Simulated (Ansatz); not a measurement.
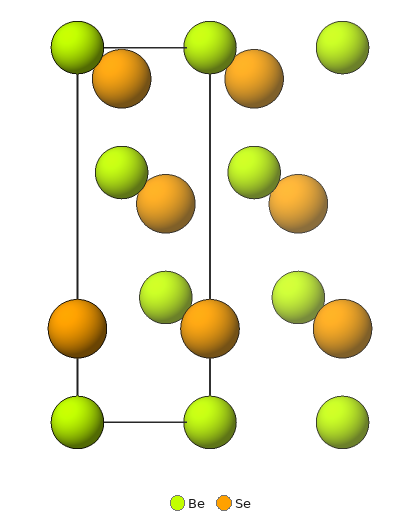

Projection along an edge of the hexagonal mesh, stacking direction [111] upwards. Every atom sits on one of the three columns of the mesh; call them A, B, C in the order in which they first turn up. The box is the hexagonal cell of the face-centred cubic lattice. The sequence starts with the first layer at or above the cell's origin.

The compound is BeSe, taken as the input geometry of an electronic-structure calculation (not necessarily at equilibrium); the starting structure was generated, so it need not be a known form of this composition.

**Give the sequence of layers in one repeat, with element and column.**

Be(A) – Se(A) – Be(B) – Se(B) – Be(C) – Se(C) (six layers in 8.94 Å).

**How are the Se layers alone stacked?**

Se layers alone: ABC, the cubic close-packed type.

**Which positions between or in the Se layers do the other atoms fill?**

Be: three tetrahedral sites, counted in one hexagonal cell.

**What short polytype symbol fits?**

Polytype symbol 3C, the symbol of a tetrahedral polytype (number of double layers in the repeat and lattice).
